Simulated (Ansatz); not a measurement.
# Geometry relaxation of C$_{48}$H$_{2}$O (part 3 of 3)

Continued. System: C$_{48}$H$_{2}$O (slab, 51 atoms in the cell). Method: DFT PBE+D3(BJ), scalar-relativistic, plane waves, PAW, no spin polarisation (Ansatz 0.2.0); cutoff 420 eV, 3×2×1 k-mesh, Gaussian smearing of 0.05 eV. The structure derives from an entry of the Crystallography Open Database. The input holds or restrains some coordinates. Forces given for the steps count only the free coordinates. It belongs to a series of runs on one base structure; here: 1 H2O a cell, upright, over a hollow C-C-C site.

Output, continued:
```
  k-point 2: bands = ["-21.1582", "-19.9675", "-19.7858", "-19.6427", "-19.0045", "-18.8062", "-18.3024", "-17.6922", "-17.5765", "-17.5660", "-17.4984", "-17.3812", "-16.2979", "-16.1227", "-16.1117", "-15.9223", "-15.4755", "-14.8422", "-14.5931", "-14.2322", "-14.1067", "-13.4522", "-13.0004", "-12.9807", "-12.8044", "-12.5670", "-11.6944", "-11.6024", "-11.5760", "-11.5651", "-11.4003", "-11.2195", "-11.1817", "-10.9171", "-10.7388", "-10.5369", "-10.3730", "-9.7926", "-9.7064", "-9.4161", "-8.8012", "-8.7230", "-8.7128", "-8.6620", "-8.5984", "-8.5421", "-8.1997", "-8.1388", "-8.0300", "-7.7818", "-7.7442", "-7.6420", "-7.5705", "-7.4202", "-7.2273", "-7.1742", "-7.1596", "-7.0509", "-6.7605", "-6.6816", "-6.3577", "-6.3420", "-6.2169", "-6.1366", "-5.9894", "-5.9470", "-5.8780", "-5.6317", "-5.5465", "-5.4099", "-5.3967", "-5.1873", "-5.1665", "-5.1246", "-5.1028", "-4.8107", "-4.4747", "-4.4249", "-4.3001", "-4.1342", "-3.9738", "-3.8727", "-3.6749", "-3.6655", "-3.5669", "-3.5428", "-3.4968", "-3.3448", "-3.1792", "-3.0826", "-2.6514", "-2.2262", "-1.6768", "-1.2889", "-1.2188", "-0.8754", "-0.3863", "-0.3273", "0.0522", "0.2132", "0.2342", "0.4809", "1.2428", "1.3101", "1.4339", "1.9456", "1.9910", "3.1751", "4.5358", "4.8818", "5.0222", "5.0404", "5.9815", "6.1289", "6.4728", "6.9215", "6.9838", "7.0223", "7.1654", "7.1816", "7.2308", "7.4808", "7.5227", "7.5666", "7.5993", "7.6450", "7.6546", "7.7286", "7.9021", "7.9306", "8.1474", "8.1935", "8.2050", "8.2226", "8.2820", "8.3209", "8.4097", "8.4159", "8.5826", "8.6371", "8.7945", "8.8208", "8.9041", "8.9371", "8.9986", "9.0444", "9.1267", "9.1614", "9.2385", "9.2574", "9.2859"]
  k-point 3: bands = ["-20.5932", "-20.5839", "-19.9632", "-19.2414", "-19.2328", "-19.0931", "-19.0827", "-17.7713", "-17.7638", "-17.0790", "-17.0727", "-16.1825", "-16.1796", "-15.6521", "-15.6461", "-15.1717", "-15.1711", "-15.1321", "-15.1258", "-14.6114", "-14.6064", "-14.0599", "-14.0580", "-13.3258", "-13.3212", "-12.5873", "-12.5791", "-11.6465", "-11.6405", "-11.5084", "-11.5036", "-10.9340", "-10.9316", "-10.7941", "-10.7861", "-9.7325", "-9.7260", "-9.4189", "-9.4089", "-8.8615", "-8.8580", "-8.7902", "-8.7868", "-8.7294", "-8.7271", "-8.3447", "-8.3385", "-8.0697", "-8.0356", "-7.9456", "-7.9346", "-7.7304", "-7.5165", "-7.4950", "-7.1086", "-7.1040", "-6.7901", "-6.7854", "-6.7092", "-6.7018", "-6.2957", "-6.2879", "-5.9247", "-5.9155", "-5.8009", "-5.7982", "-5.7658", "-5.7632", "-5.3283", "-5.3261", "-5.1224", "-5.1191", "-5.1125", "-5.1058", "-4.8988", "-4.8957", "-4.8305", "-4.8255", "-4.6659", "-4.6568", "-4.1981", "-4.0960", "-4.0543", "-3.9571", "-3.9450", "-3.7689", "-3.7659", "-3.5969", "-3.5842", "-2.6561", "-2.6525", "-2.1246", "-1.1177", "-1.0096", "-0.6505", "-0.6356", "-0.5955", "-0.5169", "-0.4692", "-0.4230", "0.9050", "0.9168", "1.2971", "1.3048", "1.6444", "1.7200", "2.1613", "2.2618", "5.3867", "5.9185", "5.9494", "5.9575", "6.0081", "6.0198", "6.3093", "6.3673", "6.7562", "6.7623", "6.7683", "6.7822", "6.7850", "6.7879", "7.1380", "7.2334", "7.3668", "7.3934", "7.5599", "7.6885", "7.6956", "7.7241", "7.7519", "7.7833", "7.9643", "7.9732", "8.1433", "8.1790", "8.3444", "8.3730", "8.4025", "8.4208", "8.6743", "8.7413", "8.7637", "8.8102", "8.9424", "8.9792", "9.0220", "9.0395", "9.1975", "9.2409", "9.3457"]
--- Relaxed structure (22 steps of the walk, 20 accepted, 0 SCFs on fresh bases) ---
  F+E_penalty+E_count = -12618.71307479 eV   max|allowed force component| = 2.388e-2 eV/Å
  atoms:
    - { symbol: C, position: [0.25, 0.49999999999999994, 0.309431671] }
    - { symbol: C, position: [0.25, 0.0, 0.309431671] }
    - { symbol: C, position: [0.7500000000000001, 0.49999999999999994, 0.309431671] }
    - { symbol: C, position: [0.7500000000000001, 0.0, 0.309431671] }
    - { symbol: C, position: [0.5, 0.6249999999999999, 0.309431671] }
    - { symbol: C, position: [0.5, 0.12499999999999999, 0.309431671] }
    - { symbol: C, position: [0.0, 0.6249999999999999, 0.309431671] }
    - { symbol: C, position: [0.0, 0.12499999999999999, 0.309431671] }
    - { symbol: C, position: [0.5, 0.7499999999999999, 0.3580723956] }
    - { symbol: C, position: [0.5, 0.24999999999999997, 0.3580723956] }
    - { symbol: C, position: [0.0, 0.7499999999999999, 0.3580723956] }
    - { symbol: C, position: [0.0, 0.24999999999999997, 0.3580723956] }
    - { symbol: C, position: [0.7500000000000001, 0.8749999999999999, 0.3580723956] }
    - { symbol: C, position: [0.7500000000000001, 0.37499999999999994, 0.3580723956] }
    - { symbol: C, position: [0.25, 0.8749999999999999, 0.3580723956] }
    - { symbol: C, position: [0.25, 0.37499999999999994, 0.3580723956] }
    - { symbol: C, position: [0.7500000000000001, 0.0, 0.4067131201] }
    - { symbol: C, position: [0.7500000000000001, 0.49999999999999994, 0.4067131201] }
    - { symbol: C, position: [0.25, 0.0, 0.4067131201] }
    - { symbol: C, position: [0.25, 0.49999999999999994, 0.4067131201] }
    - { symbol: C, position: [0.0, 0.12499999999999999, 0.4067131201] }
    - { symbol: C, position: [0.0, 0.6249999999999999, 0.4067131201] }
    - { symbol: C, position: [0.5, 0.12499999999999999, 0.4067131201] }
    - { symbol: C, position: [0.5, 0.6249999999999999, 0.4067131201] }
    - { symbol: C, position: [3.369115347843205e-5, 0.25040027458491465, 0.45517690017310436] }
    - { symbol: C, position: [-1.2499758223535351e-5, 0.7506467989880553, 0.45512820721289005] }
    - { symbol: C, position: [0.49996774692280105, 0.2506828429458834, 0.45503761583805113] }
    - { symbol: C, position: [0.5000064838485663, 0.7506701190861768, 0.45504870438583744] }
    - { symbol: C, position: [0.24995505045946975, 0.3744389155817798, 0.4551027483989783] }
    - { symbol: C, position: [0.24999496447452774, 0.8746319040834957, 0.45520840423255887] }
    - { symbol: C, position: [0.7500349640700645, 0.3743348262905358, 0.45506148932370444] }
    - { symbol: C, position: [0.7500198202582211, 0.8744841887820684, 0.45507954468826495] }
    - { symbol: C, position: [0.25014071608863814, 0.504558250729917, 0.5051416603500904] }
    - { symbol: C, position: [0.24992796958808583, 0.004267678320515871, 0.5053175788536108] }
    - { symbol: C, position: [0.7498290736245415, 0.5043558649036004, 0.5051101061253965] }
    - { symbol: C, position: [0.750130493793357, 0.004679263528580536, 0.5053863632552279] }
    - { symbol: C, position: [0.5000940554982025, 0.620373768284194, 0.5050714343958119] }
    - { symbol: C, position: [0.49990917209557634, 0.120222548355263, 0.505391751471323] }
    - { symbol: C, position: [-0.00014063501955269465, 0.6201730649116444, 0.505179972107216] }
    - { symbol: C, position: [0.0001305363066662001, 0.12043078208448095, 0.5053754008707403] }
    - { symbol: C, position: [0.4998882721210445, 0.7640719830323628, 0.5462550357516885] }
    - { symbol: C, position: [0.4999337769965866, 0.26560574245186747, 0.5459676596327482] }
    - { symbol: C, position: [1.362449899488364e-5, 0.7644646635723313, 0.5463387638152817] }
    - { symbol: C, position: [0.00010528711372483287, 0.2650398050933008, 0.5467189973486194] }
    - { symbol: C, position: [0.7500939324814605, 0.8597063591431606, 0.5463412444266652] }
    - { symbol: C, position: [0.7503262246562811, 0.3610371089303469, 0.5465962080337713] }
    - { symbol: C, position: [0.2500289868240413, 0.86044543650729, 0.5471431761504659] }
    - { symbol: C, position: [0.24966130866342096, 0.3612575573257025, 0.5466904971522201] }
    - { symbol: O, position: [0.4712925473373575, 1.0718275198804696, 0.644420703637049] }
    - { symbol: H, position: [0.3606341778768539, 0.9792075029916673, 0.6267209040245416] }
    - { symbol: H, position: [0.345631258790352, 1.1673392082077418, 0.6555268136470669] }
```

Trajectory as extended XYZ (Å, eV, eV/Å), 2 of the 22 frames kept, from step=1 to step=22:
```
51
Lattice="5.0302 0.0000 0.0000 0.0000 7.1138 0.0000 0.0000 0.0000 25.8538" Properties=species:S:1:pos:R:3:forces:R:3 step=1 energy=-12618.52901
C     1.2575    3.5569    8.0000   -0.0068   4.5856   1.0055
C     1.2575    0.0000    8.0000   -0.0019   4.5831   1.0244
C     3.7727    3.5569    8.0000   -0.0079   4.5927   1.0367
C     3.7727    0.0000    8.0000   -0.0024   4.5787   1.0166
C     2.5151    4.4461    8.0000    0.0036  -4.5833   1.0084
C     2.5151    0.8892    8.0000    0.0012  -4.5829   1.0284
C     0.0000    4.4461    8.0000    0.0085  -4.5884   1.0286
C     0.0000    0.8892    8.0000    0.0057  -4.5777   1.0118
C     2.5151    5.3353    9.2576    0.0099   1.0184  -1.1124
C     2.5151    1.7784    9.2576   -0.0080   1.0145  -1.1305
C     0.0000    5.3353    9.2576   -0.0094   1.0066  -1.1335
C     0.0000    1.7784    9.2576    0.0098   1.0200  -1.1128
C     3.7727    6.2246    9.2576   -0.0076  -1.0216  -1.1214
C     3.7727    2.6677    9.2576    0.0078  -1.0095  -1.1407
C     1.2575    6.2246    9.2576    0.0082  -1.0149  -1.1266
C     1.2575    2.6677    9.2576   -0.0107  -1.0230  -1.1062
C     3.7727    0.0000   10.5151   -0.0011   0.4813   0.1134
C     3.7727    3.5569   10.5151    0.0005   0.4798   0.1129
C     1.2575    0.0000   10.5151    0.0009   0.4716   0.0853
C     1.2575    3.5569   10.5151   -0.0016   0.4770   0.0854
C     0.0000    0.8892   10.5151    0.0014  -0.4759   0.0984
C     0.0000    4.4461   10.5151   -0.0009  -0.4787   0.1075
C     2.5151    0.8892   10.5151   -0.0014  -0.4744   0.0924
C     2.5151    4.4461   10.5151    0.0023  -0.4788   0.0996
C     0.0000    1.7824   11.7661    0.0000  -0.0061  -0.0093
C     0.0000    5.3393   11.7661   -0.0010   0.0087   0.0010
C     2.5151    1.7824   11.7661    0.0015  -0.0262  -0.0012
C     2.5151    5.3393   11.7661    0.0005   0.0173  -0.0021
C     1.2575    2.6637   11.7661    0.0014  -0.0068   0.0213
C     1.2575    6.2206   11.7661    0.0007   0.0316   0.0073
C     3.7727    2.6637   11.7661   -0.0009  -0.0055  -0.0047
C     3.7727    6.2206   11.7661   -0.0020  -0.0085  -0.0336
C     1.2575    3.5897   13.0628   -0.0283   0.0238   0.0150
C     1.2575    0.0329   13.0628    0.0048  -0.0233  -0.1167
C     3.7727    3.5897   13.0628    0.0265  -0.0219   0.0028
C     3.7727    0.0329   13.0628   -0.0057  -0.0281   0.0199
C     2.5151    4.4133   13.0628    0.0464  -0.0004   0.0337
C     2.5151    0.8564   13.0628   -0.0081   0.0305  -0.1182
C     0.0000    4.4133   13.0628   -0.0381   0.0103   0.0051
C     0.0000    0.8564   13.0628    0.0083  -0.0006   0.0248
C     2.5151    5.4397   14.1279    0.0090  -0.1090  -0.2838
C     2.5151    1.8828   14.1279   -0.0132  -0.0750   0.2116
C     0.0000    5.4397   14.1279    0.0128   0.0111  -0.0476
C     0.0000    1.8828   14.1279    0.0009   0.0182   0.0029
C     3.7727    6.1202   14.1279    0.0846  -0.0841  -0.2212
C     3.7727    2.5633   14.1279    0.0214   0.0297  -0.0563
C     1.2575    6.1202   14.1279   -0.0370   0.0463   0.1918
C     1.2575    2.5633   14.1279   -0.0187   0.0004  -0.0415
O     2.9986    6.7134   16.7309   -0.6853   0.6086   0.3675
H     2.5151    7.0790   15.9479    0.2294  -0.1925   0.8011
H     2.5151    7.0790   17.5140    0.3899  -0.2414  -0.7443
51
Lattice="5.0302 0.0000 0.0000 0.0000 7.1138 0.0000 0.0000 0.0000 25.8538" Properties=species:S:1:pos:R:3:forces:R:3 step=22 energy=-12618.71307
C     1.2575    3.5569    8.0000    0.0052   4.5634   1.0019
C     1.2575    0.0000    8.0000   -0.0171   4.5888   1.0159
C     3.7727    3.5569    8.0000    0.0150   4.5738   1.0304
C     3.7727    0.0000    8.0000   -0.0121   4.5892   1.0146
C     2.5151    4.4461    8.0000   -0.0106  -4.5793   1.0633
C     2.5151    0.8892    8.0000    0.0099  -4.5779   1.0105
C     0.0000    4.4461    8.0000   -0.0067  -4.5681   1.0008
C     0.0000    0.8892    8.0000    0.0163  -4.5863   1.0324
C     2.5151    5.3353    9.2576    0.0084   1.0052  -1.1612
C     2.5151    1.7784    9.2576   -0.0063   1.0154  -1.1082
C     0.0000    5.3353    9.2576   -0.0088   1.0370  -1.0813
C     0.0000    1.7784    9.2576    0.0094   1.0026  -1.1133
C     3.7727    6.2246    9.2576    0.0168  -1.0220  -1.1267
C     3.7727    2.6677    9.2576   -0.0185  -1.0121  -1.1590
C     1.2575    6.2246    9.2576   -0.0228  -1.0148  -1.1116
C     1.2575    2.6677    9.2576    0.0218  -1.0240  -1.1169
C     3.7727    0.0000   10.5151    0.0077   0.4921   0.1129
C     3.7727    3.5569   10.5151    0.0113   0.4726   0.1036
C     1.2575    0.0000   10.5151   -0.0088   0.4763   0.0996
C     1.2575    3.5569   10.5151   -0.0092   0.4652   0.0819
C     0.0000    0.8892   10.5151    0.0090  -0.4772   0.1056
C     0.0000    4.4461   10.5151    0.0034  -0.4611   0.0760
C     2.5151    0.8892   10.5151   -0.0072  -0.4941   0.1246
C     2.5151    4.4461   10.5151   -0.0059  -0.4707   0.1046
C     0.0002    1.7813   11.7681    0.0002   0.0012   0.0020
C    -0.0001    5.3399   11.7668    0.0001   0.0014  -0.0004
C     2.5149    1.7833   11.7645    0.0001  -0.0030   0.0021
C     2.5151    5.3401   11.7648   -0.0004   0.0026   0.0020
C     1.2573    2.6637   11.7662    0.0010   0.0019  -0.0045
C     1.2575    6.2219   11.7689    0.0000   0.0037  -0.0012
C     3.7728    2.6629   11.7651   -0.0008   0.0024  -0.0028
C     3.7727    6.2209   11.7656   -0.0002   0.0058   0.0022
C     1.2583    3.5893   13.0599    0.0011  -0.0017   0.0003
C     1.2572    0.0304   13.0644   -0.0016  -0.0040  -0.0058
C     3.7718    3.5879   13.0590   -0.0019  -0.0010  -0.0004
C     3.7733    0.0333   13.0662    0.0018  -0.0019  -0.0018
C     2.5156    4.4132   13.0580    0.0007  -0.0012   0.0001
C     2.5146    0.8552   13.0663   -0.0002   0.0037  -0.0015
C    -0.0007    4.4118   13.0608   -0.0010   0.0006   0.0009
C     0.0007    0.8567   13.0659   -0.0004   0.0011  -0.0029
C     2.5145    5.4354   14.1228    0.0000  -0.0009  -0.0087
C     2.5148    1.8895   14.1154    0.0026  -0.0014  -0.0031
C     0.0001    5.4382   14.1250   -0.0033  -0.0035  -0.0081
C     0.0005    1.8854   14.1348    0.0013   0.0016   0.0030
C     3.7731    6.1158   14.1250    0.0020  -0.0006   0.0034
C     3.7743    2.5683   14.1316    0.0011  -0.0029   0.0022
C     1.2577    6.1210   14.1458    0.0045   0.0062   0.0221
C     1.2558    2.5699   14.1341   -0.0047  -0.0018   0.0022
O     2.3707    7.6247   16.6608    0.0040   0.0042   0.0021
H     1.8141    6.9659   16.2031   -0.0060   0.0177   0.0110
H     1.7386    8.3042   16.9479   -0.0001  -0.0239  -0.0147
```

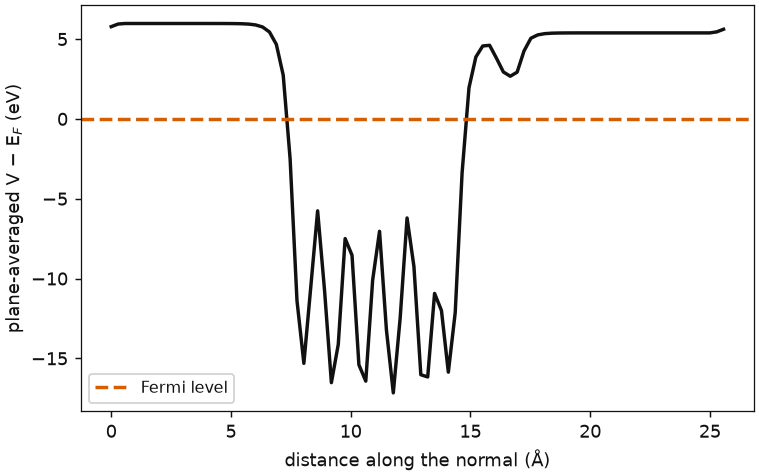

*Plane average of the electrostatic potential energy of an electron across the cell, from the Fermi level.*

The vacuum level lies 5.39 eV above the Fermi level on the upper side and 5.98 eV on the lower.

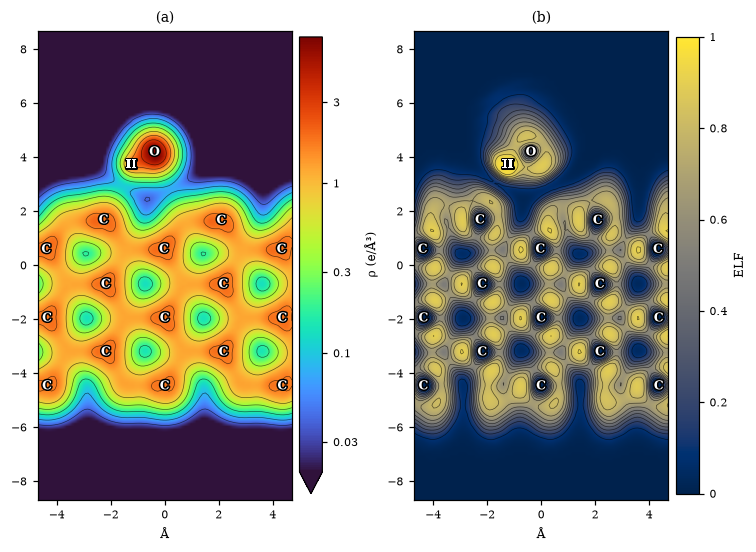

*(a) valence electron density; (b) electron localisation function on the (11̄0) plane of the calculation cell, a cut from vacuum to vacuum.*

Atoms in the plane: C, O and H. O–H (0.98 Å): ρ is about 3.7 e/Å³ halfway; the ELF climbs to about 1 towards the hydrogen, as it does in any bond to H; a covalent bond by its length. The density dies away to nearly zero in the vacuum. In a PAW calculation such maps are meaningful between the atoms, not at the nuclei.

Key numbers:

```csv
quantity,value
outcome,converged under the restraints of the input
electrons treated,200
free energy,−12618.7131 eV
"work function, top face",5.39 eV
"work function, bottom face",5.98 eV
Fermi energy,0.198 eV
gap on the k-point mesh,none (metallic)
final volume,925.15 Å³
work function (upper face),5.39 eV
"largest force (length of the vector) at the end, held atoms and coordinates included",4.701 eV/Å
wall time,10 min (CPU time 31 min)
peak memory,2.2 GiB
```

Remarks:

The program warns: the exchange-correlation potential is rough where the density is thin.
